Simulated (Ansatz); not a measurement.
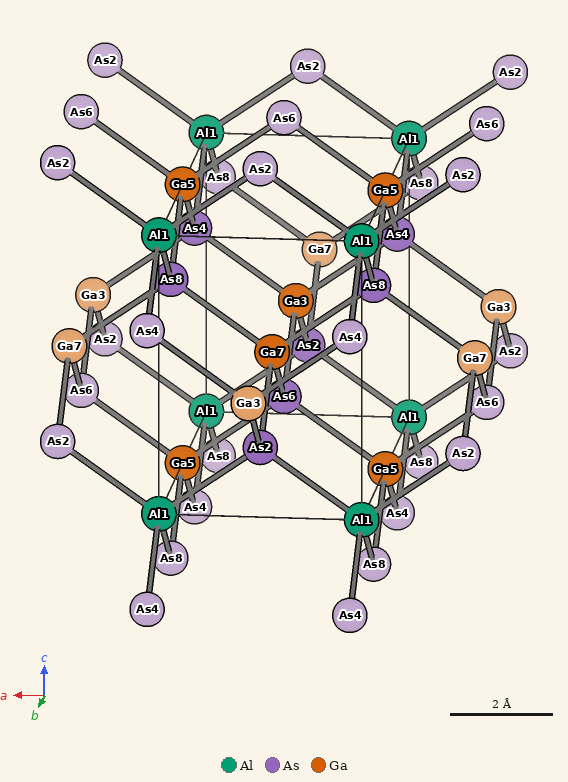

Fig. 1: The input geometry (ball-and-stick view of the cell of the calculation, seen at an oblique angle; neighbours outside the cell are drawn fainter; atoms are numbered from 1 in the order of the input). An atom can appear more than once, as a periodic image. Near neighbours in the periodic cell (some may lie outside the picture): Al has 4 As at 2.45 to 2.46 Å; As has 2 Al at 2.45 Å and 2 Ga at 2.46 Å; Ga has 4 As at 2.45 to 2.46 Å; As has 1 Al at 2.46 Å and 3 Ga at 2.45 to 2.46 Å; As has 4 Ga at 2.45 to 2.46 Å.

# Run report: AlGa₃As₄, band-structure calculation (part 1 of 2)

The run: band-structure calculation of AlGa₃As₄ (Pmm2, 8 atoms in the cell). Method and program: DFT, PBE0, plane waves, PAW, no spin polarisation (Ansatz 0.2.0).

The structure was built on a prototype by a generator; it need not be a known phase. The geometry comes from this level: r2SCAN. Figures and captions count atoms from 1; the log counts them from 0 in places.

### The input
```yaml
crystal:
  lattice:
    - [4.0125823665, 0.0, 0.0]
    - [0.0, 8.0207499128, 0.0]
    - [0.0, 0.0, 5.6643204785]
  atoms:
    - { symbol: Al, position: [0.0, 0.0, 0.000949348] }
    - { symbol: As, position: [0.5, 0.0, 0.2499443653] }
    - { symbol: Ga, position: [0.5, 0.2505425162, 0.500042202] }
    - { symbol: As, position: [0.0, 0.2498761077, 0.7502315702] }
    - { symbol: Ga, position: [0.0, 0.5, -0.0006974922] }
    - { symbol: As, position: [0.5, 0.5, 0.2492562344] }
    - { symbol: Ga, position: [0.5, 0.7494574838, 0.500042202] }
    - { symbol: As, position: [0.0, 0.7501238923, 0.7502315702] }
kpoints:
  mp_grid: { grid: [4, 2, 4] }
  band_path:
    path:
      - [0.0, 0.0, 0.0]
      - [0.5, 0.0, 0.0]
      - [0.5, 0.5, 0.0]
      - [0.0, 0.5, 0.0]
      - [0.0, 0.0, 0.5]
      - [0.5, 0.0, 0.5]
      - [0.5, 0.5, 0.5]
      - [0.0, 0.5, 0.5]
    npoints: 1
hamiltonian:
  xc: pbe0
scf:
  occupations: { method: fixed }
  n_extra_bands: 6
output:
  forces: true
  stress: true
  eigenvalues: true
  write_density: true
  write_potential: true
  elf: true
  volumetric_format: npy
```

Command:
```bash
ansatz run input.yaml --threads 4 --pin off --max-ram 6451MiB --backend cpu --events-out ev --progress --plain --runs-dir out
```

### Output
```
Warning: output.stress: scf.convergence.dr2_threshold = 1e-7 eV (the SCF's general default) is looser than the 8e-10 eV advised for a printed stress (1e-10 eV for each atom of the cell: 8). What an SCF threshold leaves in a stress goes as its square root, and in the free energy as the threshold itself, and one threshold admits the most on a small cell: of the crystals measured, under no hybrid functional and no lock of the moments, on runs that ended without the residual-converged pass, on stresses that held no estimate of that error, the worst erred by over 100 MPa in a component at 1e-7 eV an atom and by under 5 at 1e-10. Set scf.convergence.dr2_threshold to 8e-10 eV or tighter. The threshold is an SCF's pass mark: one that does not reach it within its budget of iterations ends unconverged, or closes short of it on a stop that the run arms, and scf.convergence.dr2_threshold's page says what that costs each kind of run
Warning: output.stress: scf.exx.energy_threshold = 1e-6 eV is looser than the 8e-8 eV advised for a stress under a hybrid functional (1e-8 eV for each atom of the cell: 8). Every SCF of the exchange loop can meet its threshold on dr2 while the loop round them stops early: no threshold on dr2 bounds what that leaves in the stress. Set scf.exx.energy_threshold to 8e-8 eV or tighter. The threshold is the loop's pass mark: a loop that does not reach it within its budget of cycles ends unconverged, and scf.exx.energy_threshold's page has the law
scf.n_extra_bands = 6 over 51 filled bands (N_el = 102.0): the run solves 57 bands
Engine: ansatz 0.2.0, x86_64-unknown-linux-gnu
Pseudopotentials: kind: paw
Pseudopotential: Al, paw, valence charge 3, recommended cutoff 420 eV (normal), Al.paw.azcp
Pseudopotential: As, paw, valence charge 15, recommended cutoff 420 eV (normal), As.paw.azcp
Pseudopotential: Ga, paw, valence charge 13, recommended cutoff 420 eV (normal), Ga.paw.azcp
Functional definition: PBE0
  parameter a = 0.25
  parameter kappa = 0.804
  parameter beta = 0.06672455060314922
  exchange = (1 - a)*pbe_x(kappa = kappa, mu = beta*pi^2/3) + a*exact_x
  correlation = pbe_c(beta = beta)
davidson cushion auto → on  (no smearing: the cushion is to keep the highest requested band from converging to the state above it; pin scf.eigensolver.cushion to override)
Crystal: 8 atoms, lattice volume = 182.300 Å³
Basis set: ecut = 420 eV, 3565 PW (Γ), exchange–correlation on 54×108×80 points (8 copies of the dense FFT grid, shifted against one another)
Bands: 57, of which v1, the nominal top of the filled ones, is band 51 counted from 1 (50 counted from 0)
Symmetry: 4 space group operations
Space group: Pmm2 (ITA 25), of the structure as read, at distance tolerance 5.7e-5 Å
k-points: 18 of 32 (time reversal used)
Non-local potential: Al, projectors of the file, l = 0: 2, l = 1: 2, l = 2: 1
Non-local potential: As, projectors of the file, l = 0: 2, l = 1: 2, l = 2: 3, l = 3: 1
Non-local potential: Ga, projectors of the file, l = 0: 2, l = 1: 2, l = 2: 3, l = 3: 1
PAW form: soft (Blöchl's): semilocal exchange-correlation on the pseudo side does not see the compensation charge
PAW frozen core: Al, regenerated for the run's functional, and the local potential with it (the file was generated under x = pbe(κ = 0.804, μ = 0.2195149727645171), c = pbe(β = 0.06672455060314922))
PAW frozen core: As, regenerated for the run's functional, and the local potential with it (the file was generated under x = pbe(κ = 0.804, μ = 0.2195149727645171), c = pbe(β = 0.06672455060314922))
PAW frozen core: Ga, regenerated for the run's functional, and the local potential with it (the file was generated under x = pbe(κ = 0.804, μ = 0.2195149727645171), c = pbe(β = 0.06672455060314922))
PAW one-centre angular grid: Al, 110 points (default); XC on 64 Gauss nodes
PAW one-centre angular grid: As, 590 points (default); XC on 64 Gauss nodes
PAW one-centre angular grid: Ga, 590 points (default); XC on 64 Gauss nodes
Initial density: superposition of atomic densities (neutral atoms: chi_scale 0, normalization atom), corrected by the library's trained network
Initial wavefunctions: pseudopotential atomic-orbital guess
Functional: x = pbe(κ = 0.804, μ = 0.2195149727645171), c = pbe(β = 0.06672455060314922), warm-up for x = 0.75 pbe(κ = 0.804, μ = 0.2195149727645171) + 0.25 exact, c = pbe(β = 0.06672455060314922)
SCF iter   1: F=—  HF=-31313.901646 eV  |F-HF|=—  |Δ(HF+E_count)|=         —  Δρ=1.43e-3  dr2=6.01e-3  ethr=1.77e-3  ⟨swp⟩=8.4  Hψ=4252  notcnv=0
preconditioner: auto → none  [insulator: Δε(μ)=0.800 eV  Ē_g=12.734 eV  n_scr=44 (ndim 8)  ℏωp=21.7 eV  f_vac=0.063]
SCF iter   2: F=—  HF=-31313.901615 eV  |F-HF|=—  |Δ(HF+E_count)|=   3.09e-5  Δρ=6.04e-4  dr2=1.49e-3  ethr=5.89e-6  ⟨swp⟩=5.4  Hψ=3816  notcnv=0  defer=9
SCF iter   3: F=—  HF=-31313.901527 eV  |F-HF|=—  |Δ(HF+E_count)|=   8.79e-5  Δρ=3.40e-4  dr2=7.14e-4  ethr=1.46e-6  ⟨swp⟩=4.2  Hψ=2589  notcnv=0  defer=1
iter 4 solved again at ethr=6.19e-8 eV; its pass at ethr=7.00e-7 eV (dr2=6.31e-5 eV) is discarded
SCF iter   4: F=—  HF=-31313.901464 eV  |F-HF|=—  |Δ(HF+E_count)|=   6.33e-5  Δρ=1.89e-4  dr2=6.54e-5  ethr=6.19e-8  ⟨swp⟩=3.2  Hψ=4771  notcnv=0  defer=1
SCF iter   5: F=-31313.901476 eV  HF=-31313.901474 eV  |F-HF|=1.28e-6  |Δ(HF+E_count)|=   1.09e-5  Δρ=7.08e-5  dr2=9.38e-6  ethr=6.19e-8  ⟨swp⟩=3.1  Hψ=2668  notcnv=0
SCF 1 stopped early in 5 iterations: F = -31313.901476 eV  dr2 = 9.38e-6
  greatest PAW one-centre occupation: 0.999 electrons in one spin orbital (limit 2), on the As atom at site 5 (counted from 0), in its partial waves of l = 2
Initial density: handed on by an earlier stage of this run
Initial wavefunctions: those handed on with the density
Functional: x = 0.75 pbe(κ = 0.804, μ = 0.2195149727645171) + 0.25 exact, c = pbe(β = 0.06672455060314922)
Frozen-core exchange: fock
SCF iter   1: F=—  HF=-31321.072826 eV  |F-HF|=—  |Δ(HF+E_count)|=         —  Δρ=1.06e-2  dr2=8.05e-2  ethr=9.20e-8  ⟨swp⟩=8.9  Hψ=6189  notcnv=0
preconditioner: auto → none  [insulator: Δε(μ)=2.154 eV  Ē_g=15.879 eV  n_scr=44 (ndim 8)  ℏωp=21.7 eV  f_vac=0.058]
SCF iter   2: F=—  HF=-31321.018148 eV  |F-HF|=—  |Δ(HF+E_count)|=   5.47e-2  Δρ=2.66e-3  dr2=1.09e-2  ethr=9.20e-8  ⟨swp⟩=5.6  Hψ=4811  notcnv=0
SCF iter   3: F=—  HF=-31321.063899 eV  |F-HF|=—  |Δ(HF+E_count)|=   4.58e-2  Δρ=2.95e-3  dr2=5.63e-3  ethr=9.20e-8  ⟨swp⟩=5.3  Hψ=4737  notcnv=0
SCF iter   4: F=—  HF=-31321.063164 eV  |F-HF|=—  |Δ(HF+E_count)|=   7.35e-4  Δρ=1.02e-3  dr2=8.10e-4  ethr=9.20e-8  ⟨swp⟩=4.0  Hψ=3821  notcnv=0
SCF iter   5: F=—  HF=-31321.064828 eV  |F-HF|=—  |Δ(HF+E_count)|=   1.66e-3  Δρ=3.23e-4  dr2=3.25e-4  ethr=9.20e-8  ⟨swp⟩=4.8  Hψ=3707  notcnv=0
SCF iter   6: F=—  HF=-31321.064812 eV  |F-HF|=—  |Δ(HF+E_count)|=   1.51e-5  Δρ=1.41e-4  dr2=3.15e-4  ethr=9.20e-8  ⟨swp⟩=4.3  Hψ=3398  notcnv=0
SCF iter   7: F=-31321.064731 eV  HF=-31321.064736 eV  |F-HF|=5.09e-6  |Δ(HF+E_count)|=   7.69e-5  Δρ=2.54e-5  dr2=1.41e-5  ethr=9.20e-8  ⟨swp⟩=4.1  Hψ=2592  notcnv=0
SCF 2 stopped early in 7 iterations: F = -31321.064731 eV  dr2 = 1.41e-5
  Residual-converged pass: ⟨swp⟩=4.0  Hψ=3795  notcnv=0  max |occ|·‖R‖ = 5.8e-6 eV (tolerance 6.7e-6 eV)  dr2=1.39e-5  dr2_onsite=2.37e-7  max |Δocc| = 0.0e0
hybrid outer 1: dexx = +5.565e-2 eV, tail = 3.10e-4 eV
Frozen-core exchange: fock
SCF iter   1: F=—  HF=-31321.065343 eV  |F-HF|=—  |Δ(HF+E_count)|=         —  Δρ=6.46e-5  dr2=6.91e-6  ethr=1.52e-6  ⟨swp⟩=3.2  Hψ=2344  notcnv=0
preconditioner: auto → none  [insulator: Δε(μ)=2.287 eV  Ē_g=15.753 eV  n_scr=44 (ndim 8)  ℏωp=21.7 eV  f_vac=0.057]
SCF iter   2: F=—  HF=-31321.065359 eV  |F-HF|=—  |Δ(HF+E_count)|=   1.64e-5  Δρ=4.79e-5  dr2=4.29e-6  ethr=5.32e-9  ⟨swp⟩=4.6  Hψ=4265  notcnv=0  defer=3
SCF iter   3: F=—  HF=-31321.065358 eV  |F-HF|=—  |Δ(HF+E_count)|=   1.14e-6  Δρ=1.97e-5  dr2=5.42e-7  ethr=3.78e-9  ⟨swp⟩=3.1  Hψ=2483  notcnv=0
SCF iter   4: F=—  HF=-31321.065359 eV  |F-HF|=—  |Δ(HF+E_count)|=   8.13e-7  Δρ=6.40e-6  dr2=6.45e-8  ethr=4.41e-10  ⟨swp⟩=4.5  Hψ=3339  notcnv=0  defer=10
SCF iter   5: F=—  HF=-31321.065359 eV  |F-HF|=—  |Δ(HF+E_count)|=   2.96e-8  Δρ=1.13e-6  dr2=4.98e-9  ethr=5.55e-11  ⟨swp⟩=3.7  Hψ=3061  notcnv=0
SCF iter   6: F=-31321.065359 eV  HF=-31321.065359 eV  |F-HF|=8.22e-10  |Δ(HF+E_count)|=   2.35e-8  Δρ=8.05e-7  dr2=1.26e-9  ethr=1.85e-12  ⟨swp⟩=5.6  Hψ=3895  notcnv=0  defer=10
SCF 3 converged in 6 iterations: F = -31321.065359 eV  dr2 = 1.26e-9
  Residual-converged pass: ⟨swp⟩=2.0  Hψ=1753  notcnv=0  max |occ|·‖R‖ = 8.3e-7 eV (tolerance 8.9e-7 eV)  dr2=1.26e-9  dr2_onsite=7.32e-10  max |Δocc| = 0.0e0
hybrid outer 2: dexx = +1.236e-5 eV, tail = 2.34e-7 eV, Δε = 3.88e-3 eV (about 1.51e-4 eV left of the loop's levels), ΔF = 4.30e-3 eV/Å (tail 1.39e-3)
Frozen-core exchange: fock
SCF iter   1: F=—  HF=-31321.065359 eV  |F-HF|=—  |Δ(HF+E_count)|=         —  Δρ=2.59e-6  dr2=7.11e-9  ethr=1.15e-9  ⟨swp⟩=4.8  Hψ=2429  notcnv=0
preconditioner: auto → none  [insulator: Δε(μ)=2.289 eV  Ē_g=15.752 eV  n_scr=44 (ndim 8)  ℏωp=21.7 eV  f_vac=0.058]
SCF iter   2: F=-31321.065359 eV  HF=-31321.065359 eV  |F-HF|=3.24e-10  |Δ(HF+E_count)|=   2.52e-9  Δρ=9.21e-7  dr2=1.66e-9  ethr=5.94e-12  ⟨swp⟩=4.1  Hψ=4181  notcnv=0
SCF 4 converged in 2 iterations: F = -31321.065359 eV  dr2 = 1.66e-9
  Residual-converged pass: ⟨swp⟩=2.0  Hψ=2040  notcnv=0  max |occ|·‖R‖ = 1.0e-6 eV (tolerance 1.0e-6 eV)  dr2=1.66e-9  dr2_onsite=5.42e-10  max |Δocc| = 0.0e0
```

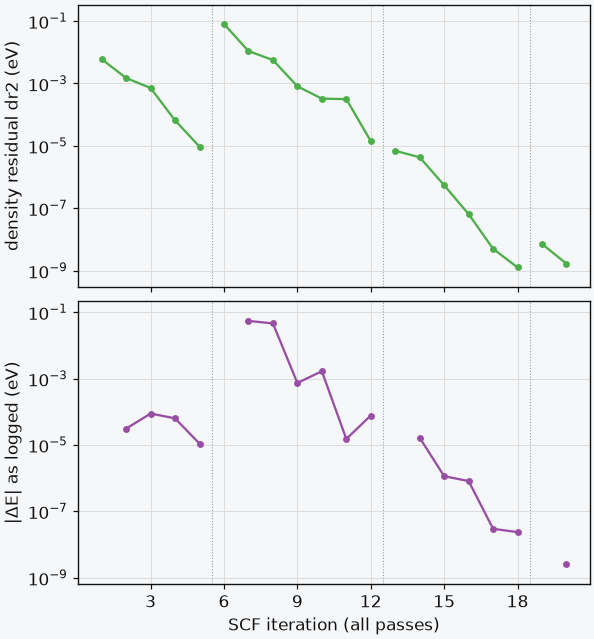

Fig. 2: Convergence of the self-consistent field: density residual dr2 and size of the energy change against the SCF iteration. The run starts with a semilocal functional; after that each stretch between dotted lines is one SCF of the hybrid functional between two exact rebuilds of the exchange operator by the outer loop. Early passes are stopped at a loose threshold. The passes take 5, 7, 6 and 2 iterations.

```
hybrid outer 3: dexx = +4.123e-9 eV, tail = 4.47e-9 eV, Δε = 1.18e-4 eV (about 3.09e-5 eV left of the loop's levels), ΔF = 7.51e-5 eV/Å (tail 2.85e-4)
the search or the solves at the SCF's close seem to have found levels that the self-consistency loop had missed (the run counts 2). By its estimate they hold under 1e-12 electrons; where the run keeps them, the occupations were computed again with them
NSCF: frozen V_eff on 8 k-points
hybrid SCF converged: 3 outer / 15 inner (+5 warm-up), last move |dexx| = 4.12e-9 eV, tail = 4.47e-9 eV
Stability not checked: this state was not tested for a lower state beside it, because the functional holds exact exchange (a hybrid, or Hartree-Fock), whose exchange loop this test does not read (fock_operator; see scf.lower_state_search)
Free energy (F): -31321.065359 eV
Frozen-core exchange: fock
Harris-Foulkes:  -31321.065359 eV  (|F-HF|=3.24e-10)
Internal energy: -31321.065359 eV  (E = F + TS)
E sigma→0 (E₀):  -31321.065359 eV
Fermi energy:    6.910396 eV
--- Per-component energies (eV) ---
  E_band       = -1533.742279
  E_kinetic    = 779.051089
  E_local      = -14449.623927  (includes V_loc(G=0)·N_el)
  E_nonlocal   = -1392.214847
  E_hartree    = 7349.389927
  E_xc         = -433.123944
  E_vxc        = -400.278331  (∫ρ·V_xc dr)
  E_exx        = -435.247838  (= α·E_x^exact, valence–valence)
  E_paw        = -13480.719745  (= ΣΔE_a)
  E_vpaw       = 101.042027  (= ΣTr[D̂ρ^β])
  E_aug_tail   = -0.000384  (compensation charges beyond the density's cutoff)
  E_ewald      = -9255.561863
  E_core_change = -3.013828  (= ΣΔE_core)
  E_smearing   = -0.000000  (= −TS)
  E_closure    = 0.000000  (closes the sum)
  Σ components = -31321.065359   (vs F -31321.065359, Δ=-3.64e-12)
--- Forces (eV/Å), atoms counted from 1 ---
  atom   1  Al     0.00000000     0.00000000    -0.01297164
  atom   2  As     0.00000000     0.00000000    -0.01556428
  atom   3  Ga     0.00000000    -0.00309719    -0.00058153
  atom   4  As     0.00000000    -0.01345087     0.01115043
  atom   5  Ga     0.00000000     0.00000000     0.00816570
  atom   6  As     0.00000000     0.00000000    -0.00077593
  atom   7  Ga     0.00000000     0.00309719    -0.00058153
  atom   8  As     0.00000000     0.01345087     0.01115043
  max |Σ_I F_I| component: 8.33e-6 eV/Å
```
